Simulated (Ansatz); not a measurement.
# Starting-point dependence of the GW gap of ZnSe (Stilleite)

How much of the starting functional survives in the G0W0 gap of ZnSe (Stilleite)?

Calculated with Ansatz 0.2.0; G0W0 on several functionals, plane waves, PAW.

In doubt: masses and optical values from hybrid runs of this build are listed as unsure (steps 3, 4), which bears on the screening that GW takes from such a start.

## Step 1: The starting structure

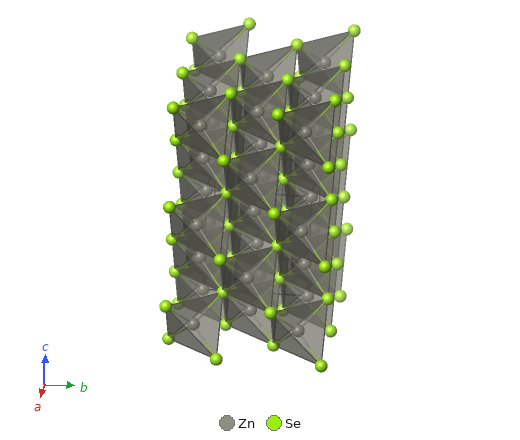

Start, viewed slightly off an axis; zinc grey, selenium green. 2×1×2 cells are drawn. This picture shows the conventional cell, with its axes. Some periodic images of atoms are drawn too.

The cell and positions come from the Crystallography Open Database and are kept as given unless a step says otherwise. The default PAW set here is soft_2. Its files were made with PBE.

## Step 2: G0W0 on PBE

G0W0 replaces the xc potential by the self-energy, built once from these orbitals. Only a window of levels is corrected, while the sums run over the empty bands that the input names.

This step: G0W0 on PBE, plane waves, PAW.

Input file input.yaml:

```yaml
crystal:
  lattice:
    - [0.0, 2.8338, 2.8338]
    - [2.8338, 0.0, 2.8338]
    - [2.8338, 2.8338, 0.0]
  atoms:
    - { symbol: Zn, position: [0.0, 0.0, 0.0] }
    - { symbol: Se, position: [0.25, 0.25, 0.25] }
kpoints:
  mp_grid: { grid: [6, 6, 6] }
hamiltonian:
  xc: pbe
scf:
  occupations: { method: fixed }
gw:
  n_empty_bands: 135
  ecut_chi: 120
  qp_bands: [v2, c2]
  qp_kpoints: band_edges
  screening: { model: contour_deformation }
```

Run with:

```sh
ansatz run input.yaml --threads 3 --pin off --max-ram 92160MiB --backend cuda --events-out ev --progress --plain --runs-dir out --devices 1 --max-vram 13GiB
```

Numbers of over 12 decimals in the logs are rounded to 6 here.

The program printed:

```text
GPUs: using 1 of 1 available (devices: 1).
Engine: ansatz 0.2.0, x86_64-unknown-linux-gnu
Pseudopotentials: kind: paw
Pseudopotential: Zn, paw, valence charge 12, recommended cutoff 420 eV (normal), Zn.paw.azcp
Pseudopotential: Se, paw, valence charge 16, recommended cutoff 420 eV (normal), Se.paw.azcp
Functional definition: PBE
  parameter kappa = 0.804
  parameter beta = 0.066725
  exchange = pbe_x(kappa = kappa, mu = beta*pi^2/3)
  correlation = pbe_c(beta = beta)
device memory: the entry about to start is reckoned to put 0.5 GiB on a device that reports 34.8 GiB free (of which the cap on the GPU budget leaves the run 13.0 GiB)
GPU FFT provider: cuFFT
GPU libraries: cuBLAS 13.8.2, cuFFT 12.4.0, cuSOLVER 12.3.4
Crystal: 2 atoms, lattice volume = 45.513 Å³
Basis set: ecut = 420 eV, 893 PW (Γ)
Bands: 18, of which v1, the nominal top of the filled ones, is band 14 counted from 1 (13 counted from 0)
Symmetry: 24 space group operations
Space group: F-43m (ITA 216), of the structure as read, at distance tolerance 3.6e-5 Å
k-points: 16 of 216 (time reversal used)
Non-local potential: Zn, projectors of the file, l = 0: 2, l = 1: 2, l = 2: 3, l = 3: 1
Non-local potential: Se, projectors of the file, l = 0: 2, l = 1: 2, l = 2: 3, l = 3: 1
PAW form: soft (Blöchl's): semilocal exchange-correlation on the pseudo side does not see the compensation charge
PAW one-centre angular grid: Zn, 590 points (default); XC on 64 Gauss nodes
PAW one-centre angular grid: Se, 590 points (default); XC on 64 Gauss nodes
Initial density: superposition of atomic densities (neutral atoms: chi_scale 0, normalization atom), corrected by the library's trained network
Initial wavefunctions: pseudopotential atomic-orbital guess
GPU buffer pool allocated for 19683 grid points (all kernels)
GPU transforms: local potential and band sums: pruned to the plane-wave sphere, on 25×27×27
Functional: x = pbe(κ = 0.804, μ = 0.219515), c = pbe(β = 0.066725)
SCF iter   1: F=—  HF=-8789.521160 eV  |F-HF|=—  |Δ(HF+E_count)|=         —  Δρ=6.61e-4  dr2=2.74e-4  ethr=1.77e-3  ⟨swp⟩=5.0  Hψ=1330  notcnv=0  defer=28
preconditioner: auto → none  [insulator: Δε(μ)=1.281 eV  Ē_g=11.918 eV  n_scr=14 (ndim 8)  ℏωp=23.4 eV  f_vac=0.121  ε∞_Penn≈4.8]
SCF iter   2: F=—  HF=-8789.521086 eV  |F-HF|=—  |Δ(HF+E_count)|=   7.45e-5  Δρ=3.19e-4  dr2=2.41e-5  ethr=9.80e-7  ⟨swp⟩=2.0  Hψ=675  notcnv=0  defer=28
SCF iter   3: F=—  HF=-8789.521103 eV  |F-HF|=—  |Δ(HF+E_count)|=   1.74e-5  Δρ=1.41e-4  dr2=4.25e-6  ethr=8.60e-8  ⟨swp⟩=2.3  Hψ=460  notcnv=0  defer=26
SCF iter   4: F=—  HF=-8789.521106 eV  |F-HF|=—  |Δ(HF+E_count)|=   2.82e-6  Δρ=6.74e-5  dr2=7.16e-7  ethr=1.52e-8  ⟨swp⟩=2.0  Hψ=416  notcnv=0  defer=28
SCF iter   5: F=—  HF=-8789.521109 eV  |F-HF|=—  |Δ(HF+E_count)|=   2.99e-6  Δρ=1.76e-5  dr2=1.49e-7  ethr=2.56e-9  ⟨swp⟩=2.0  Hψ=512  notcnv=0  defer=29
SCF iter   6: F=-8789.521109 eV  HF=-8789.521109 eV  |F-HF|=9.11e-9  |Δ(HF+E_count)|=   1.41e-7  Δρ=3.65e-6  dr2=4.14e-9  ethr=3.57e-10  ⟨swp⟩=5.4  Hψ=1034  notcnv=0
SCF 1 converged in 6 iterations: F = -8789.521109 eV  dr2 = 4.14e-9
  greatest PAW one-centre occupation: 1.000 electrons in one spin orbital (limit 2), on the Se atom at site 1 (counted from 0), in its partial waves of l = 2
device memory: the entry about to start is reckoned to put 0.6 GiB on a device that reports 34.8 GiB free (of which the cap on the GPU budget leaves the run 13.0 GiB)
NSCF: frozen V_eff on 16 k-points, pencils in batches of 32, up to order 72
the band table was solved once the SCF had ended and its energy, with any forces and stress, was formed, with the checks that follow a solve (1374 applications of the Hamiltonian). They found nothing against the state; the energy, forces and stress were not computed again (output.eigenvalues in the input reference)
device memory: the entry about to start is reckoned to put 2.5 GiB on a device that reports 34.7 GiB free (of which the cap on the GPU budget leaves the run 13.0 GiB)
NSCF: frozen V_eff on 16 k-points
G₀W₀ screening: q 1/16
[... further progress lines ...]
device memory: the entry about to start is reckoned to put 0.3 GiB on a device that reports 35.4 GiB free (of which the cap on the GPU budget leaves the run 13.0 GiB)
NSCF: frozen V_eff on 1 k-points
device memory: the entry about to start is reckoned to put 0.3 GiB on a device that reports 35.4 GiB free (of which the cap on the GPU budget leaves the run 13.0 GiB)
NSCF: frozen V_eff on 1 k-points
SCF converged after 6 iterations
Free energy (F): -8789.521109 eV
Harris-Foulkes:  -8789.521109 eV  (|F-HF|=9.11e-9)
Internal energy: -8789.521109 eV  (E = F + TS)
E sigma→0 (E₀):  -8789.521109 eV
Fermi energy:    6.781841 eV
--- Per-component energies (eV) ---
  E_band       = -381.336828
  E_kinetic    = 250.174479
  E_local      = -4391.044420  (includes V_loc(G=0)·N_el)
  E_nonlocal   = 18.364315
  E_hartree    = 2034.796132
  E_xc         = -241.519281
  E_vxc        = -150.313914  (∫ρ·V_xc dr)
  E_paw        = -3739.348598  (= ΣΔE_a)
  E_vpaw       = -178.107861  (= ΣTr[D̂ρ^β])
  E_aug_tail   = -0.000889  (compensation charges beyond the density's cutoff)
  E_ewald      = -2720.942845
  E_smearing   = -0.000000  (= −TS)
  E_closure    = -0.000000  (closes the sum)
  Σ components = -8789.521109   (vs F -8789.521109, Δ=0.00e0)
--- Band table (eV; the first three rows and the last of 16) ---
  k-point 0: bands = [... 10 lower, 0.6109, 6.7818, 6.7818, 6.7818, 8.0685, 12.5901, 12.5901, 12.5901]
  k-point 1: bands = [... 10 lower, 0.6091, 4.8772, 6.5293, 6.5293, 9.3310, 12.6562, 12.9923, 12.9923]
  k-point 2: bands = [... 10 lower, 0.6173, 2.7261, 6.1016, 6.1016, 9.4620, 13.2644, 13.2644, 14.3490]
  k-point 15: bands = [... 10 lower, 0.8813, 2.0780, 4.1580, 4.2294, 11.2516, 11.5899, 15.0497, 15.3872]
--- G₀W₀: contour deformation, 7 samples at zero and on the imaginary axis and 3 off it, 216 q-points, 135 empty bands' worth ---
  eigenvalues of the whole cell's RPA ε∞ on this k-mesh (on a slab, of 1 + 4πα/V) = 8.5194, 8.5194, 8.5194; static W/v taken at q = 0 is 0.117380
  bands read: the sum over 149 bands ends inside a degenerate multiplet in 4 slots, whose members it reads at an even weight; the widest, k=0: bands 148 to 150 (counted from 1) at 2/3 each
  gw.qp_kpoints: band_edges: 9 of 16 stored k-points solved, in 1 pass; an edge of the gap read off the rows below is read off those points alone
    valence top: of the k-points left out ik 7 came nearest to being solved in a further pass, in band 14 (counted from 1, as in the quasiparticle table): it holds the edge there only if its correction is more favourable than any solved in that band by at least 0.899 eV; those differ by 0.093 eV
    conduction bottom: of the k-points left out ik 10 came nearest to being solved in a further pass, in band 15 (counted from 1, as in the quasiparticle table): it holds the edge there only if its correction is more favourable than any solved in that band by at least 1.861 eV; those differ by 0.407 eV
    ik  band        ε_KS         Σx   Σc(E_QP)       V_xc       Z   E_QP_lin       E_QP  E_QP is
     0    13      6.7818   -21.7965     2.1507   -18.8736  0.7640     5.9914     6.0097  root
     0    14      6.7818   -21.7965     2.1507   -18.8736  0.7640     5.9914     6.0097  root
     0    15      8.0685    -9.7759    -3.7058   -13.7972  0.7922     8.3860     8.3841  root
     0    16     12.5901    -6.9764    -4.4061   -11.6525  0.7736    12.8617    12.8600  root
     1    13      6.5293   -21.3417     2.1877   -18.3668  0.7625     5.7225     5.7421  root
     1    14      6.5293   -21.3417     2.1877   -18.3668  0.7625     5.7225     5.7421  root
     1    15      9.3310    -9.9834    -3.7756   -14.0644  0.7849     9.6383     9.6363  root
     1    16     12.6562    -7.6830    -4.3754   -12.2972  0.7709    12.8966    12.8951  root
     2    13      6.1016   -20.6532     2.2698   -17.5721  0.7596     5.2683     5.2903  root
     2    14      6.1016   -20.6532     2.2698   -17.5721  0.7596     5.2683     5.2903  root
     2    15      9.4620    -8.8709    -3.9450   -13.1327  0.7876     9.7810     9.7789  root
     2    16     13.2644    -7.1876    -4.4940   -11.9315  0.7650    13.5159    13.5143  root
     3    13      5.9139   -20.3421     2.3023   -17.2197  0.7582     5.0708     5.0938  root
     3    14      5.9139   -20.3421     2.3023   -17.2197  0.7582     5.0708     5.0938  root
     3    15      9.3251    -8.9261    -3.8925   -13.1236  0.7887     9.6320     9.6300  root
     3    16     13.1699    -7.1737    -4.4015   -11.7989  0.7674    13.3950    13.3936  root
     4    13      6.0934   -20.6894     2.2714   -17.6050  0.7595     5.2582     5.2804  root
     4    14      6.0934   -20.6894     2.2714   -17.6050  0.7595     5.2582     5.2804  root
     4    15     10.0599   -10.8597    -3.8381   -15.0252  0.7777    10.3897    10.3873  root
     4    16     11.4599    -6.6800    -4.1478   -11.0167  0.7843    11.6497    11.6488  root
     6    13      4.8868   -19.6691     2.5395   -16.2782  0.7485     4.0069     4.0354  root
     6    14      5.5306   -19.8161     2.3832   -16.5937  0.7548     4.6661     4.6914  root
     6    15     10.4266    -9.2281    -4.0268   -13.5674  0.7812    10.7414    10.7391  root
     6    16     12.5496    -7.2305    -4.3082   -11.7190  0.7709    12.7307    12.7299  root
[...]
9    13      5.0428   -19.1872     2.5006   -15.8279  0.7495     4.1555     4.1843  root
     9    14      5.0428   -19.1872     2.5006   -15.8279  0.7495     4.1555     4.1843  root
     9    15     10.2061    -7.0174    -3.7882   -10.8995  0.7924    10.3002    10.2999  root
     9    16     10.6989    -8.9352    -4.0070   -13.1932  0.7802    10.9512    10.9498  root
    12    13      4.5963   -18.3312     2.5549   -14.9114  0.7447     3.7012     3.7315  root
    12    14      4.5963   -18.3312     2.5549   -14.9114  0.7447     3.7012     3.7315  root
    12    15      9.7689    -7.0735    -3.5810   -10.6427  0.7958     9.7571     9.7571  root
    12    16     10.2461    -8.9882    -3.8296   -13.0504  0.7852    10.4799    10.4788  root
```

Run time: 19 s. Hardware: 1 × NVIDIA H100 80GB HBM3 (shared by 6 runs) with 3 threads of AMD EPYC 7R13 (Zen 3), shared host; peak memory 1.1 GiB; 30 s of CPU time.

Numbers from this step:

* bands summed: 149
* RPA ε∞ on this mesh (eigenvalues): 8.519, 8.519, 8.519
* plane waves in the screening matrix: 137
* q-points in the mesh: 216
* G0W0 gap on the mesh: 2.374 eV
* k of the valence top: 0, 0, 0
* k of the conduction bottom: 0, 0, 0
* starting gap on the mesh: 1.287 eV
* Z at the valence top: 0.7640
* Z at the conduction bottom: 0.7922
* least direct G0W0 gap on the computed points: 2.374 eV

The gap on the mesh goes from 1.29 eV to 2.37 eV, a correction of +1.09 eV. Between the two edge states, bare exchange in place of the xc potential would open the gap by 6.94 eV, and correlation takes back 5.86 eV.

## Step 3: G0W0 on HSE06

The same correction from a different start measures what one shot leaves open.

This step: G0W0 on HSE06, plane waves, PAW.

Changes to input.yaml since step 2:

```diff
@@ -11,3 +11,3 @@
 hamiltonian:
-  xc: pbe
+  xc: hse06
 scf:
```

The program printed:

```text
GPUs: using 1 of 1 available (devices: 1).
[...]
davidson cushion auto → on  (no smearing: the cushion is to keep the highest requested band from converging to the state above it; pin scf.eigensolver.cushion to override)
[...]
GPU FFT provider: cuFFT
GPU libraries: cuBLAS 13.8.2, cuFFT 12.4.0, cuSOLVER 12.3.4
Crystal: 2 atoms, lattice volume = 45.513 Å³
Basis set: ecut = 420 eV, 893 PW (Γ)
Bands: 18, of which v1, the nominal top of the filled ones, is band 14 counted from 1 (13 counted from 0)
Symmetry: 24 space group operations
[...]
k-points: 16 of 216 (time reversal used)
[...]
GPU buffer pool allocated for 19683 grid points (all kernels)
[...]
SCF iter   1: F=—  HF=-8789.523176 eV  |F-HF|=—  |Δ(HF+E_count)|=         —  Δρ=1.62e-3  dr2=1.23e-3  ethr=1.77e-3  ⟨swp⟩=8.2  Hψ=1336  notcnv=0
[...]
SCF iter   3: F=-8789.522688 eV  HF=-8789.522674 eV  |F-HF|=1.47e-5  |Δ(HF+E_count)|=   2.35e-4  Δρ=1.51e-4  dr2=5.11e-6  ethr=1.82e-8  ⟨swp⟩=3.1  Hψ=1552  notcnv=0
SCF 1 stopped early in 3 iterations: F = -8789.522688 eV  dr2 = 5.11e-6
[...]
GPU FFT provider: cuFFT
GPU libraries: cuBLAS 13.8.2, cuFFT 12.4.0, cuSOLVER 12.3.4
[...]
GPU buffer pool allocated for 19683 grid points (all kernels)
[...]
Free energy (F): -8791.175919 eV
Frozen-core exchange: fock
[...]
Internal energy: -8791.175919 eV  (E = F + TS)
E sigma→0 (E₀):  -8791.175919 eV
Fermi energy:    6.135162 eV
[...]
--- Band table (eV; the first three rows and the last of 16) ---
  k-point 0: bands = [... 10 lower, -1.7848, 6.1352, 6.1352, 6.1352, 8.5506, 13.0848]
  k-point 1: bands = [... 10 lower, -1.7865, 4.1888, 5.8715, 5.8715, 9.7932, 13.1360]
  k-point 2: bands = [... 10 lower, -1.7806, 1.7709, 5.4203, 5.4203, 9.9386, 13.7605]
  k-point 15: bands = [... 10 lower, -1.4693, 1.1512, 3.3060, 3.4646, 11.5359, 12.1203]
  guard bands above this table: 2 of the run's 18 bands. The solve was not asked for them (output.publish_guard_bands: true or output.eigenvalues: true publishes all)
[...]
0    13      6.1352   -20.8274     1.7937   -18.6714  0.7999     5.7716     5.7729  root
     0    14      6.1352   -20.8274     1.7937   -18.6714  0.7999     5.7716     5.7729  root
     0    15      8.5506    -9.1752    -3.6536   -12.9943  0.8247     8.7164     8.7161  root
     0    16     13.0848    -6.7427    -4.1301   -10.9884  0.8096    13.2007    13.2005  root
     1    13      5.8715   -20.4269     1.8230   -18.2303  0.7986     5.4964     5.4978  root
     1    14      5.8715   -20.4269     1.8230   -18.2303  0.7986     5.4964     5.4978  root
     1    15      9.7932    -9.2786    -3.7311   -13.1851  0.8188     9.9689     9.9686  root
     1    16     13.1360    -7.3494    -4.1320   -11.5732  0.8061    13.2278    13.2277  root
[...]
12    13      3.8250   -17.8435     2.1418   -15.2763  0.7838     3.3971     3.3996  root
    12    14      3.8250   -17.8435     2.1418   -15.2763  0.7838     3.3971     3.3996  root
    12    15      9.9815    -6.5174    -3.4585    -9.9528  0.8279     9.9584     9.9584  root
    12    16     10.6297    -8.2403    -3.6833   -12.0637  0.8198    10.7700    10.7698  root
```

Wall time 38 s (1 × NVIDIA H100 80GB HBM3 (shared by 6 runs) with 3 threads); peak memory 1.4 GiB.

This step gave:

| Item | Value |
| --- | --- |
| bands summed | 149 |
| RPA ε∞ on this mesh (eigenvalues) | 5.502, 5.502, 5.502 |
| plane waves in the screening matrix | 137 |
| q-points in the mesh | 216 |
| G0W0 gap on the mesh | 2.943 eV |
| k of the valence top | 0, 0, 0 |
| k of the conduction bottom | 0, 0, 0 |
| starting gap on the mesh | 2.415 eV |
| Z at the valence top | 0.7999 |
| Z at the conduction bottom | 0.8247 |
| least direct G0W0 gap on the computed points | 2.943 eV |

Against the run with 6×6×6 mesh, 135 empty bands, screening to 120 eV on PBE, the gap moves by +0.57 eV, while the start moved by +1.13 eV.

## Step 4: G0W0 on PBE0

This step: G0W0 on PBE0, plane waves, PAW.

Changes to input.yaml since step 3:

```diff
@@ -11,3 +11,3 @@
 hamiltonian:
-  xc: hse06
+  xc: pbe0
 scf:
```

The program printed:

```text
GPUs: using 1 of 1 available (devices: 1).
[...]
GPU FFT provider: cuFFT
GPU libraries: cuBLAS 13.8.2, cuFFT 12.4.0, cuSOLVER 12.3.4
Crystal: 2 atoms, lattice volume = 45.513 Å³
Basis set: ecut = 420 eV, 893 PW (Γ)
Bands: 18, of which v1, the nominal top of the filled ones, is band 14 counted from 1 (13 counted from 0)
Symmetry: 24 space group operations
[...]
k-points: 16 of 216 (time reversal used)
[...]
1    15     10.0995    -9.2525    -3.6526   -12.8625  0.8305    10.0569    10.0569  root
     1    16     13.4887    -7.3363    -4.0154   -11.2064  0.8196    13.3436    13.3434  root
[...]
12    13      3.4375   -17.8419     2.0175   -15.6553  0.7987     3.2681     3.2684  root
    12    14      3.4375   -17.8419     2.0175   -15.6553  0.7987     3.2681     3.2684  root
    12    15     10.3005    -6.5155    -3.3674    -9.6295  0.8390    10.0476    10.0471  root
    12    16     10.9674    -8.2177    -3.5881   -11.7010  0.8314    10.8626    10.8625  root
[key lines of the parts left out:]
Free energy (F): -8791.180932 eV
Fermi energy:    5.787176 eV
```

The job ended after 48 s (1 × NVIDIA H100 80GB HBM3 (shared by 6 runs) with 3 threads; peak memory 1.3 GiB).

Numbers from this step:

* bands summed: 149
* RPA ε∞ on this mesh (eigenvalues): 4.965, 4.965, 4.965
* plane waves in the screening matrix: 137
* G0W0 gap on the mesh: 3.127 eV
* k of the valence top: 0, 0, 0
* k of the conduction bottom: 0, 0, 0
* starting gap on the mesh: 3.039 eV
* least direct G0W0 gap on the computed points: 3.127 eV

Against the run with 6×6×6 mesh, 135 empty bands, screening to 120 eV on HSE06, the gap moves by +0.18 eV, while the start moved by +0.62 eV.

## Step 5: Side by side

All on the 6×6×6 mesh with 135 empty bands and screening to 120 eV. Times are wall times on 1 × NVIDIA H100 80GB HBM3 (shared by 6 runs) with 3 threads of AMD EPYC 7R13 (Zen 3), shared host, good to a factor of about two.

```
start  starting gap (eV)  shift (eV)  G0W0 gap (eV)  RPA ε∞ (harmonic mean)  Z (valence, conduction)  time
  PBE               1.29       +1.09           2.37                    8.52               0.76, 0.79  19 s
HSE06               2.42       +0.53           2.94                    5.50               0.80, 0.82  38 s
 PBE0               3.04       +0.09           3.13                    4.97               0.81, 0.84  48 s
```

How the two edges are built up, in eV (the quasiparticle level is the starting level plus Σx plus Σc less Vxc):

```
  run               edge  start      Σx     Σc     Vxc     Z    QP
  PBE        valence top   6.78  -21.80   2.15  -18.87  0.76  6.01
  PBE  conduction bottom   8.07   -9.78  -3.71  -13.80  0.79  8.38
HSE06        valence top   6.14  -20.83   1.79  -18.67  0.80  5.77
HSE06  conduction bottom   8.55   -9.18  -3.65  -12.99  0.82  8.72
 PBE0        valence top   5.79  -20.83   1.71  -19.01  0.81  5.67
 PBE0  conduction bottom   8.83   -9.17  -3.58  -12.72  0.84  8.80
```

For a hybrid start, Vxc holds its share of exact exchange.

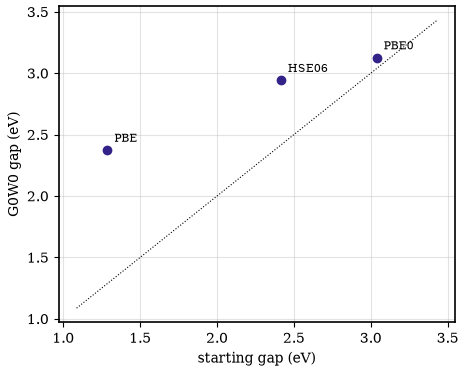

G0W0 gap against starting gap; on the dotted line the correction would vanish.

## Step 6: Summary of results

```json
{"G0W0@PBE": "2.37 eV (start 1.29 eV)", "G0W0@HSE06": "2.94 eV (start 2.42 eV)", "G0W0@PBE0": "3.13 eV (start 3.04 eV)", "known limits": "not at the basis limit; no spin-orbit coupling"}
```

In words: The starting gaps span 1.75 eV and the G0W0 gaps 0.75 eV. Between PBE and PBE0, 0.75 eV of the 1.75 eV survives, 43 %. PBE0 screens less than PBE (ε∞ 4.97 against 8.52). Of the 0.75 eV by which its G0W0 gap is higher, the correlation part gives +0.57 eV, and exchange with the one-particle terms, which follow the orbitals, +0.18 eV. The smallest correction, +0.09 eV, is on PBE0, the start nearest to reproducing itself. Bands and cutoff are finite, so the gap is not at the basis limit. The miss can reach some tenths of an eV and take either sign; the mesh is an error of its own. The many-body steps are scalar-relativistic: spin-orbit coupling is not in them.

[Paths, hosts, dates, memory and timing lines, banners, echoed tables and standing remarks are left out of the program output.]

[Logs are printed without paths, hosts, clocks, repeated set-up lines and the standing remarks that a program may print on its own settings, such as how far it seeks lower states.]

[Runs of the session that timed out or met a known fault of the program may be left out.]

[Cells called generated may have been cut or substituted from an entry of the Crystallography Open Database or the Materials Project.]

[Hosts, paths, dates, database ids (printed as entryN), source tags and the programs' standing remarks are cut or masked in the printed files.]
